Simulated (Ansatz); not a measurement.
## Where H_O puts its levels in the gap of MgO (Fm-3m)

Charge states of H_O in MgO (Fm-3m), set against the band edges. Model: a cell of 54 host atoms with 1 O taken out and 1 H put in.

Program: Ansatz 0.2.0. Level of theory: place-levels on r2SCAN runs: charge-transition levels and formation energies with image-charge correction and potential alignment at the atomic sites; PAW set soft_1. Results are calculated unless marked as measured.

The experiments to compare with:

“Electronic structure of alkaline earth and post-transition metal oxides” (2009, arxiv:0908.1581) quotes from earlier work for MgO, rocksalt (bulk crystal): band gap (literature experimental gap) 7.83 eV [Literature value based on experiment; other listed experimental values range from 7.7 to …].

**1. Set-up**

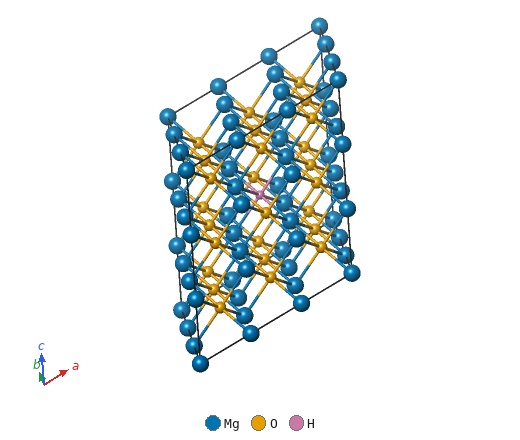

The starting structure, seen slightly off an axis (magnesium blue, oxygen orange, hydrogen pink). Bonds to atoms that aren't drawn are left out. Some periodic images of atoms are drawn too.

The cell holds 54 atoms: 27 Mg, 26 O and 1 H. Cell: a = 8.925 Å, b = 8.925 Å, c = 8.925 Å, α = 60.0°, β = 60.0°, γ = 60.0°. It derives from MgO (space group Fm-3m). Nearest the centre at fractional (0.500, 0.500, 0.500): H28 at 0.00 Å, Mg51 at 2.10 Å, Mg47 at 2.10 Å, Mg35 at 2.10 Å, Mg45 at 2.10 Å, Mg29 at 2.10 Å, Mg33 at 2.10 Å, O30 at 2.98 Å.

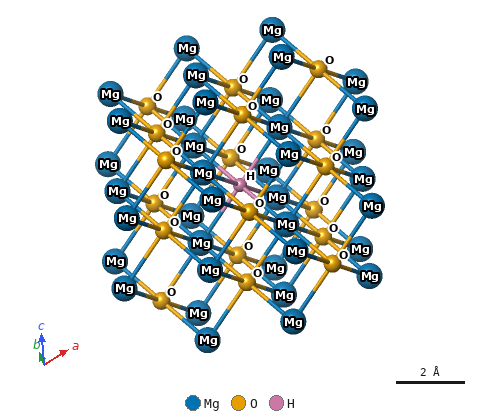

The atoms within 5 Å of the centre.

Coordinates:

```xyz
54
Lattice="0.0000 6.3112 6.3112 6.3112 0.0000 6.3112 6.3112 6.3112 0.0000" Properties=species:S:1:pos:R:3 pbc="T T T"
Mg    0.0000    0.0000    0.0000
O     2.1037    2.1037    2.1037
Mg    2.1037    2.1037    0.0000
O     4.2075    4.2075    2.1037
Mg    4.2075    4.2075    0.0000
O     6.3112    6.3112    2.1037
Mg    2.1037    0.0000    2.1037
O     4.2075    2.1037    4.2075
Mg    4.2075    2.1037    2.1037
O     6.3112    4.2075    4.2075
Mg    6.3112    4.2075    2.1037
O     8.4150    6.3112    4.2075
Mg    4.2075    0.0000    4.2075
O     6.3112    2.1037    6.3112
Mg    6.3112    2.1037    4.2075
O     8.4150    4.2075    6.3112
Mg    8.4150    4.2075    4.2075
O    10.5187    6.3112    6.3112
Mg    0.0000    2.1037    2.1037
O     2.1037    4.2075    4.2075
Mg    2.1037    4.2075    2.1037
O     4.2075    6.3112    4.2075
Mg    4.2075    6.3112    2.1037
O     6.3112    8.4150    4.2075
Mg    2.1037    2.1037    4.2075
O     4.2075    4.2075    6.3112
Mg    4.2075    4.2075    4.2075
H     6.3112    6.3112    6.3112
Mg    6.3112    6.3112    4.2075
O     8.4150    8.4150    6.3112
Mg    4.2075    2.1037    6.3112
O     6.3112    4.2075    8.4150
Mg    6.3112    4.2075    6.3112
O     8.4150    6.3112    8.4150
Mg    8.4150    6.3112    6.3112
O    10.5187    8.4150    8.4150
Mg    0.0000    4.2075    4.2075
O     2.1037    6.3112    6.3112
Mg    2.1037    6.3112    4.2075
O     4.2075    8.4150    6.3112
Mg    4.2075    8.4150    4.2075
O     6.3112   10.5187    6.3112
Mg    2.1037    4.2075    6.3112
O     4.2075    6.3112    8.4150
Mg    4.2075    6.3112    6.3112
O     6.3112    8.4150    8.4150
Mg    6.3112    8.4150    6.3112
O     8.4150   10.5187    8.4150
Mg    4.2075    4.2075    8.4150
O     6.3112    6.3112   10.5187
Mg    6.3112    6.3112    8.4150
O     8.4150    8.4150   10.5187
Mg    8.4150    8.4150    8.4150
O    10.5187   10.5187   10.5187
```

The host's dielectric constants go in as inputs: 3.24 for the electrons alone, 10.37 with the ions, from a response run on this crystal (DFPT, PBEsol) at that run's own cell.

The cell's shortest repeat is 8.9 Å.

**2. The runs of each charge state**

A transition level is the Fermi level at which two charge states cost the same, so each charge needs its own total energy, at its own relaxed structure.

Random displacements of about 0.05 Å break the site symmetry at the start, so that the relaxation can reach a distorted minimum if there is one. Forces are taken at one point at (¼, ¼, ¼). The cell holds 1 electron more than the neutral one, with a uniform background that keeps it neutral on the whole.

The sampling was tested on the host first: at the k-points planned (1x1x1 shifted 0.25 0.25 0.25) its energy lies 0.020 eV an atom from the dense-mesh value, under the bound of 0.02 eV set for this test; that bounds the host's error, not the defect's.

One of the inputs; charge, spin and start change from state to state.

The input, qm1.relax/input.yaml:

```yaml
crystal:
  lattice:
    - [0.0, 2.10374764, 2.10374764]
    - [2.10374764, 0.0, 2.10374764]
    - [2.10374764, 2.10374764, 0.0]
  atoms:
    - { symbol: Mg, position: [0.0, 0.0, 0.0] }
    - { symbol: O, position: [0.5, 0.5, 0.5] }
  supercell: [3, 3, 3]
  defects: [{ substitution: { at: 27, symbol: H } }]
total_charge: -1
basis:
  ecutwfc: 500
  xc_grid: 2
hamiltonian:
  xc: r2scan
  pseudopotentials: { kind: paw, azcp: { folder: soft_1 } }
kpoints:
  mp_grid: { grid: [1, 1, 1], shift: [0.25, 0.25, 0.25] }
scf:
  occupations: { method: fixed }
  max_iter: 60
output:
  forces: true
  charged_corrections: { epsilon: 3.24, static_epsilon: 10.37 }
relax:
  f_tol: 0.02
  max_steps: 80
  random_displacement: { amplitude: 0.05, seed: 9508 }
checkpoint:
  write: "../qm1.relax.run"
  compress: false
  write_wavefunctions: true
  write_every: 100000
```

Run with:

```sh
> ansatz run input.yaml --threads 4 --pin off --max-ram 7536MiB --backend cpu --events-out ev --progress --plain --runs-dir out
```

The relaxed structure is kept and the sampling changed to a 2×2×2 shifted mesh.

The run of this state that the levels use, under r2SCAN:

The input, qm1.point/input.yaml:

```yaml
crystal:
  checkpoint: "../qm1.relax.run"
  host: checkpoint
total_charge: -1
basis:
  ecutwfc: 500
  xc_grid: 2
hamiltonian:
  xc: r2scan
  pseudopotentials: { kind: paw, azcp: { folder: soft_1 } }
kpoints:
  mp_grid: { grid: [2, 2, 2], shift: [0.5, 0.5, 0.5] }
scf:
  occupations: { method: fermi_dirac, width: 0.01 }
  max_iter: 60
output:
  forces: true
  eigenvalues: true
  charged_corrections:
    epsilon: 3.24
    static_epsilon: 10.37
    defect_position: [0.5, 0.5, 0.5]
  eigenstates: { localisation: true }
  populations: true
  band_densities: [{ bands: [v1, v1] }, { bands: [c1, c1] }]
  write_density: true
  write_potential: true
  volumetric_format: npy
  elf: true
checkpoint:
  read: "../qm1.relax.run"
  write: "../qm1.point.run"
  compress: false
  write_wavefunctions: false
  write_every: 100000
```

Relaxations under r2SCAN at one point at (¼, ¼, ¼); times on 4 threads of Arm Neoverse V1, shared host:

```csv
charge,moment (μB),occupations,outcome,steps,largest displacement against the far atoms (Å),time
−1,0,fixed,converged,14,1.51,2.3 min
0,1,fixed,converged,9,0.60,3.9 min
+1,0,fixed,converged,4,0.10,52 s
+2,1,fixed,converged,6,0.09,3.5 min
```

Single points under r2SCAN at a 2×2×2 shifted mesh; times on 4 threads of Arm Neoverse V1, shared host:

```csv
charge,moment (μB),occupations,outcome,time
−1,0,fermi-dirac,converged,47 s
0,1,fermi-dirac,converged,2.4 min
+1,0,fermi-dirac,converged,60 s
+2,1,fermi-dirac,converged,2.8 min
```

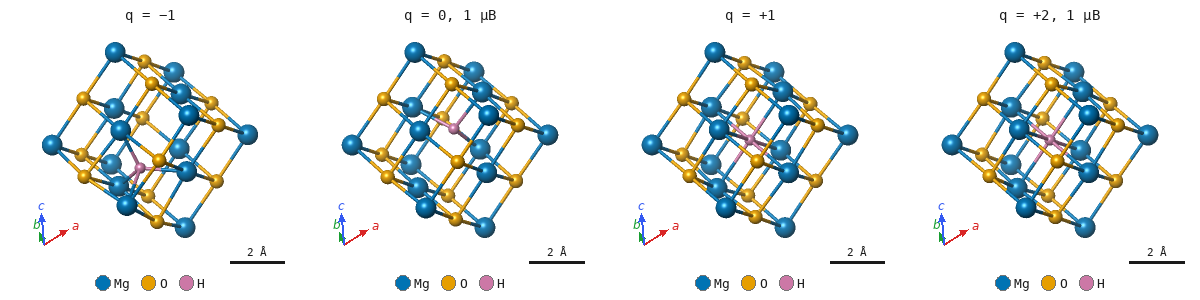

The structures near the centre after relaxation with r2SCAN, by charge.

Distances (Å) from H28 to the nearest atoms after relaxation with r2SCAN:

```csv
charge,moment (μB),1.,2.,3.,4.,5.,6.
−1,0,Mg 1.73,Mg 1.73,Mg 1.73,Mg 2.02,O 2.13,O 2.13
0,1,Mg 1.88,Mg 1.88,Mg 1.88,O 2.55,O 2.55,O 2.55
+1,0,Mg 2.20,Mg 2.20,Mg 2.20,Mg 2.20,Mg 2.20,Mg 2.20
+2,1,Mg 2.19,Mg 2.19,Mg 2.19,Mg 2.19,Mg 2.19,Mg 2.20
```

**3. Placing the levels, r2SCAN**

A charged cell interacts with its images and the background, and its potential has another zero than the host's. place-levels removes the first by a point-charge model, screened by the static dielectric constant since the ions have relaxed around the charge, and the second by comparing potentials at atoms far from the defect.

The host is a run of the defect-free crystal in the same cutoffs, grids and k-points, so that basis and sampling errors cancel in part in the differences. The host is run in a cell of 2 atoms on a matching mesh. Its band edges are searched through the zone by a band path, so the gap is smaller than, or equal to, that on the mesh. Chemical potentials are energies per atom of O (O2 molecule) and H (H2 molecule), run with the same functional and cutoff.

The input, levels.point.yaml:

```yaml
host:
  run: host.point.run
states: [qm1.point.run, q0_M1.point.run, qp1.point.run, qp2_M1.point.run]
geometry_from:
  qm1.point.run: qm1.relax.run
  q0_M1.point.run: q0_M1.relax.run
  qp1.point.run: qp1.relax.run
  qp2_M1.point.run: qp2_M1.relax.run
chemical_potentials:
  O:
    energy: -565.989614
    dataset: <sha256 of the dataset>
  H:
    energy: -15.945394
    dataset: "<sha256 of the dataset>"
epsilon: 3.24
static_epsilon: 10.37
vertical:
  - { from: qm1.point.run, to: qm1.point_neutral.run }
  - { from: qp1.point.run, to: qp1.point_neutral.run }
  - { from: qp2_M1.point.run, to: qp2_M1.point_neutral.run }
```

Run with:

```sh
> ansatz place-levels levels.point.yaml -- --threads 4 --pin off --max-ram 7536MiB
```

Numbers of over 12 decimals in the logs are rounded to 6 here.

Output:

```text
[... repeated set-up lines and file paths are left out, and long positions are rounded to six places ...]
(+2/+1) 0.000 eV above the valence edge (-0.674 eV without the band-filling correction), 5.678 eV under the conduction edge
(+1/0) 5.863 eV above the valence edge, in the conduction band
(0/-1) 5.949 eV above the valence edge, in the conduction band
formation energy of charge +2: +2.636 eV with the Fermi level at the valence edge
formation energy of charge +1: +2.636 eV with the Fermi level at the valence edge
formation energy of charge 0: +8.499 eV with the Fermi level at the valence edge
formation energy of charge -1: +14.448 eV with the Fermi level at the valence edge
vertical -1 to 0: no energy, since no alignment is typed
  the change from vertical[0].from (qm1.point.run) to vertical[0].to (qm1.point_neutral.run): by its potential at epsilon 3.24 it stands at 0.506 0.505 0.506, with an rms radius of about 1.1 Å (0.6 0.6 0.6 Å across the planes of the cell's vectors); [...]
vertical +1 to 0: no energy, since no alignment is typed
  the change from vertical[1].from (qp1.point.run) to vertical[1].to (qp1.point_neutral.run): by its potential at epsilon 3.24 it stands at 0.500 0.500 0.500, with an rms radius of about 3.3 Å (1.9 1.9 1.9 Å across the planes of the cell's vectors); [...]
vertical +2 to 0: no energy, since no alignment is typed
  the change from vertical[2].from (qp2_M1.point.run) to vertical[2].to (qp2_M1.point_neutral.run): by its potential at epsilon 3.24 it stands at 0.499 0.501 0.499, with an rms radius of about 4.4 Å (2.6 2.5 2.6 Å across the planes of the cell's vectors); [...]
  edges by r2scan, gap 5.678 eV; the host is sampled to repeats of 17.85 Å
  the defect's cells are sampled to repeats of 17.85 Å, like sampling
  charge +2: -66916.7241 eV with its correction of +0.540 eV, at epsilon 10.37, aligned at sites: -0.2345 eV, mean over 21 atomic sites at or beyond 4.46 Å from the defect at [0.5000, 0.5000, 0.5000], with -0.000000 for the charge's moments and without [...]
  states[3] (qp2_M1.point.run): levels filled in part (TS 0.005 eV): its energy is of no whole electron's
  charge +1: -66909.7133 eV with its correction of +0.131 eV, at epsilon 10.37, aligned at sites: -0.1212 eV, mean over 21 atomic sites at or beyond 4.46 Å from the defect at [0.5000, 0.5000, 0.5000], with +0.000000 for the charge's moments and without [...]
  charge 0: +0.000 eV for its dipole among its images, +0.000 omitted
  charge -1: -66882.5330 eV with its correction of +0.342 eV, at epsilon 10.37, aligned at sites: -0.0896 eV, mean over 21 atomic sites at or beyond 4.46 Å from the defect at [0.5000, 0.5000, 0.5000], with -0.000000 for the charge's moments and without [...]
  of states[3] (qp2_M1.point.run): it parts from the run at its places by a charge that spreads by about 2.6 Å along one vector (1.3 Å or more is wide), by its potential at epsilon 3.24, taken for that of held ions (one typed too small widens it), where the [...]
  of states[2] (qp1.point.run): it parts from the run at its places by a charge that spreads by about 1.9 Å along one vector (1.3 Å or more is wide), by its potential at epsilon 3.24, taken for that of held ions (one typed too small widens it), where the cell [...]
  of states[1] (q0_M1.point.run): its alignment with the host at atomic sites is doubtful: the cell is too small to show whether the defect's potential has decayed: take a larger one; stability_check_not_made
  of states[0] (qm1.point.run): its alignment with the host at atomic sites is doubtful: the cell is too small to show whether the defect's potential has decayed: take a larger one
  of vertical[0].to (qm1.point_neutral.run): stability_check_not_made
  of vertical[1].from (qp1.point.run): it parts from the run at its places by a charge that spreads by about 1.9 Å along one vector (1.3 Å or more is wide), by its potential at epsilon 3.24, taken for that of held ions (one typed too small widens it), where [...]
  of vertical[1].to (qp1.point_neutral.run): its moments are held at its close (magnetization.spin_locking), by a field of 0.161 eV a Bohr magneton, and its energy and levels are of the state that this holds: a run that lets them go can end lower; [...]
  vertical[2].from (qp2_M1.point.run): levels filled in part (TS 0.005 eV): its energy is of no whole electron's
  of vertical[2].from (qp2_M1.point.run): its moments are held at its close (magnetization.spin_locking), by a field of 0.013 eV a Bohr magneton, and its energy and levels are of the state that this holds: a run that lets them go can end lower; [...]
  of vertical[2].to (qp2_M1.point_neutral.run): its moments are held at its close (magnetization.spin_locking), by a field of 0.139 eV a Bohr magneton, and its energy and levels are of the state that this holds: a run that lets them go can end lower; [...]
```

Run time: 0.42 s. Hardware: 4 threads of Arm Neoverse V1, shared host.

Levels between the charges placed, in eV above the valence top:

```csv
,gap (eV),(+2/+1),(+1/0),(0/−1)
r2SCAN,5.68,0.00,5.86,5.95
```

Corrections by state:

```csv
charge,moment (μB),image terms and alignment (eV),band filling (eV),ε used,"over the lowest of its charge, as the program ranks them, band filling apart (eV)"
+2,1.0,0.540,-0.674,10.37,0.000
+1,0.0,0.131,-,10.37,0.000
0,1.0,0.000,-,-,0.000
−1,0.0,0.342,-,10.37,0.000
```

The charged structures listed were also run neutral, and place-levels reads from each pair, by the potential or the spins, how wide the charge is by which they differ; that can be the carrier of either run.

```csv
charge,rms radius (Å),spread where it is widest against the cell (Å),wide from (Å),reading
+2,4.4,2.60,1.26,wide
+1,3.3,1.92,1.26,wide
−1,1.1,0.64,1.26,narrow
```

The neutral runs of these pairs need not share the spin of the lowest neutral state, and very wide values only mean spread over the cell.

From the program's caveats on the states, each cut to its opening words:

- charge +2 (1 μB): it parts from the run at its places by a charge that spreads by about 2.6 Å along one vector (1.3 Å or more is wide), by its potential at epsilon 3.24, taken [...]
- charge +2 (1 μB): a band-filling correction moves a carrier to the host's band edge, which changes its energy by -0.674 eV
- charge +2 (1 μB), +1, 0 (1 μB), −1: its alignment with the host at atomic sites is doubtful: the cell is too small to show whether the defect's potential has decayed: take a larger one
- charge +2 (1 μB): its moments are held at its close (magnetization.spin_locking), by a field of 0.013 eV a Bohr magneton, and its energy and levels are of the state that this [...]
- charge +2 (1 μB), 0 (1 μB): flagged: stability check not made
- charge +1: it parts from the run at its places by a charge that spreads by about 1.9 Å along one vector (1.3 Å or more is wide), by its potential at epsilon 3.24, taken [...]

The host's formation energy from the elements is -2.963 eV per atom; it sets how far the chemical potentials can move.

Limit set by the element alone; other compounds of these elements are not counted. Chemical potentials from the elements' reference states: Mg 0.00 eV, O -5.93 eV, H 0.00 eV. Formation energy by charge state (Mg-rich; gap 5.68 eV):

```csv
charge,at valence top (eV),at conduction bottom (eV),correction included (eV)
+2,-3.29,8.07,-0.13
+1,-3.29,2.39,0.13
0,2.57,2.57,0.00
−1,8.52,2.84,0.34
```

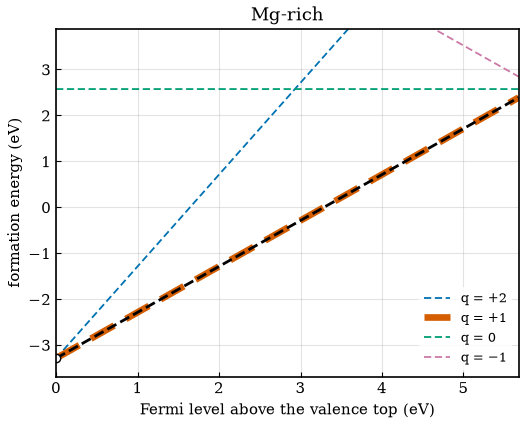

Formation energy against Fermi level; the thick line follows the lowest charge state and circles mark the transition levels.

Limit set by the element alone; other compounds of these elements are not counted. Chemical potentials from the elements' reference states: O 0.00 eV, Mg -5.93 eV, H 0.00 eV. Formation energies (O-rich), with the Fermi level at the valence top and at the conduction bottom (gap 5.68 eV):

```csv
charge,at valence top (eV),at conduction bottom (eV),correction included (eV)
+2,2.64,13.99,-0.13
+1,2.64,8.31,0.13
0,8.50,8.50,0.00
−1,14.45,8.77,0.34
```

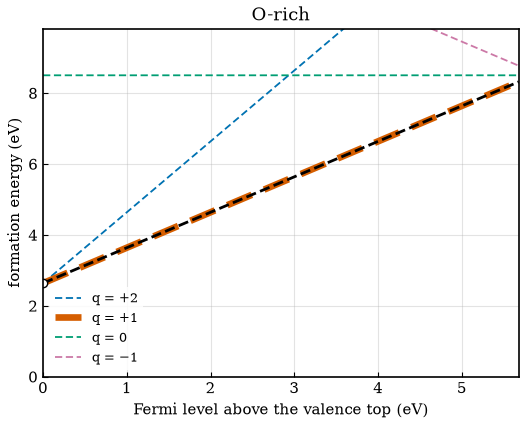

Formation energy against Fermi level; the thick line follows the lowest charge state and circles mark the transition levels.

**4. The same at the relaxations' own k-points**

The relaxations' own energies give the levels at their sampling, for comparison.

The input, levels.relax_mesh.yaml:

```yaml
host:
  run: host.relax.run
states: [qm1.relax.run, q0_M1.relax.run, qp1.relax.run, qp2_M1.relax.run]
chemical_potentials:
  O:
    energy: -565.989614
    dataset: <sha256 of the dataset>
  H:
    energy: -15.945394
    dataset: "<sha256 of the dataset>"
```

Run with:

```sh
> ansatz place-levels levels.relax_mesh.yaml -- --threads 4 --pin off --max-ram 7536MiB
```

Output:

```text
(+2/+1) 0.009 eV beneath the valence edge (-0.607 eV without the band-filling correction), in the valence band
(+1/0) 5.741 eV above the valence edge, in the conduction band
(0/-1) 5.749 eV above the valence edge, in the conduction band
formation energy of charge +2: +2.431 eV with the Fermi level at the valence edge
formation energy of charge +1: +2.423 eV with the Fermi level at the valence edge
formation energy of charge 0: +8.164 eV with the Fermi level at the valence edge
formation energy of charge -1: +13.913 eV with the Fermi level at the valence edge
  edges by r2scan, gap 5.659 eV; the host is sampled to repeats of 8.93 Å
[... the lines on each state left out ...]
```

Run time: 0.12 s. Hardware: 4 threads.

Levels between neighbouring charges, in eV above the valence top:

```csv
,gap (eV),(+2/+1),(+1/0),(0/−1)
"one point at (¼, ¼, ¼)",5.66,-0.01,5.74,5.75
a 2×2×2 shifted mesh,5.68,0.00,5.86,5.95
```

Going from one point at (¼, ¼, ¼) to a 2×2×2 shifted mesh moves the levels that carry no band-filling term by up to 0.20 eV and formation energies against the elements by up to 0.54 eV; band-filling terms, which differ between samplings, are in these energies.

**5. Summary of results**

```json
{
  "gap of the host": "5.68 eV (r2SCAN)",
  "level (plus 2/plus 1)": "0.00 eV above the valence top (-0.67 eV above the valence top without the band-filling term)",
  "level (plus 1/0)": "5.86 eV above the valence top, past the conduction bottom",
  "level (0/minus 1)": "5.95 eV above the valence top, past the conduction bottom",
  "lowest of the charges placed, just above the valence top (0.02 eV)": "+1",
  "lowest of the charges placed, just below the conduction bottom (0.02 eV)": "+1",
  "lowest formation energy at mid-gap of the charges run, Mg-rich": "-0.45 eV",
  "lowest formation energy at mid-gap of the charges run, O-rich": "5.48 eV"
}
```

Of the charges placed (−1, 0, +1 and +2), +1 is the lowest from 0.02 eV above the valence top to 0.02 eV below the conduction bottom, a gap of 5.68 eV. States placed: +2 at 1 μB; +1 at 0 μB; 0 at 1 μB; −1 at 0 μB. Other spin states or structures, where not listed, weren't placed. The program finds carriers beyond a band edge of the host and adds a band-filling term at charge +2 (-0.67 eV); steps to such a charge show no bound level, and a defect level inside a band would be read the same way. At charge −1 the atom put in ends up to 1.5 Å from its starting place, so the name tells the start alone and the levels can join different sites. H is taken at its element; compounds, which aren't counted here, bound the chemical potentials and would shift these formation energies. Going from one point at (¼, ¼, ¼) to a 2×2×2 shifted mesh moves the levels that carry no band-filling term by up to 0.20 eV and formation energies against the elements by up to 0.54 eV; band-filling terms, which differ between samplings, are in these energies. The program doubts the alignment of potentials for at least one state, a sign that the cell is small. What this leaves open: the images are only 8.9 Å apart; r2SCAN makes the gap too small and tends to spread out bound carriers; where a gas molecule sets a chemical potential or the host's formation energy, its binding is uncorrected; force components of up to 0.14 eV/Å remain in a run at the final settings.

Comparison with the measured values:

```
                             quantity  measured           r2SCAN
band gap (least gap of the host) (eV)      7.83  5.68 (-2.15 eV)
```

Measured values from arxiv:0908.1581 (2009).

**Verdict.** The band gap is off by -2.15 eV: a clear miss. Local and semilocal functionals usually give gaps below the measured ones. Zero-point and thermal motion shift the measured gap.

[Logs are printed without paths, hosts, clocks, repeated set-up lines and the standing remarks that a program may print on its own settings, such as how far it seeks lower states.]

[Hosts, paths, dates, database ids (printed as entryN), source tags and the programs' standing remarks are cut or masked in the printed files.]

[Where a table of states has a column of steps, it counts the stored structures, which are thinned; the runs took as many ionic steps or more.]

[A defect's name tells the site on which it was built; relaxed atoms can leave that site.]

[For some hosts the program warned that the k-mesh of the response run may be too coarse for force constants and the static dielectric constant; such warnings are not shown here.]
